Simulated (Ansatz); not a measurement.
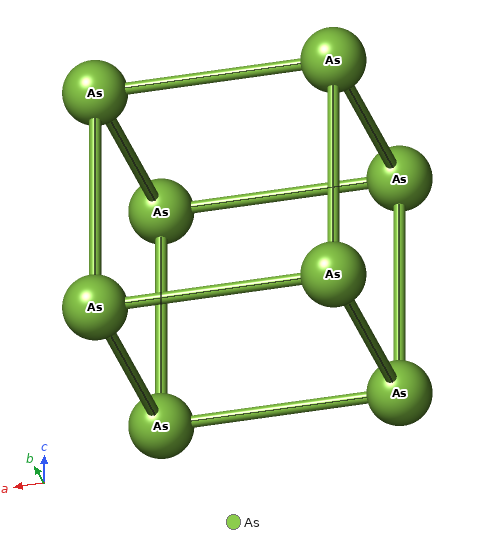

Ball-and-stick representation of a periodic structure, projected from a general direction. The outline marks the conventional unit cell.

As, space group Pm-3m (No. 221), a = 2.62 Å, b = 2.62 Å, c = 2.62 Å, α = 90.00°, β = 90.00°, γ = 90.00°.

Calculation details: DFT r2SCAN, scalar-relativistic, plane waves, PAW in Ansatz; wavefunction cutoff 500 eV, 18×18×18 k-mesh, Gaussian smearing of 0.15 eV, no spin polarisation.

Question: How large a gap does the method give, if there is one?

Answer: A metal: bands cross the Fermi level.

Question: What is the pressure at this volume?

Answer: The computed pressure is 10.3 GPa (compressed: it would expand).

Starting structure: a structure listed in the Materials Project. The cell was then strained or its atoms displaced on purpose. A calculation with Ansatz used it as input.

At this level of theory the cell isn't at rest (compressed, at 10 GPa), so its distances can differ from those at equilibrium, the more so the softer the solid.
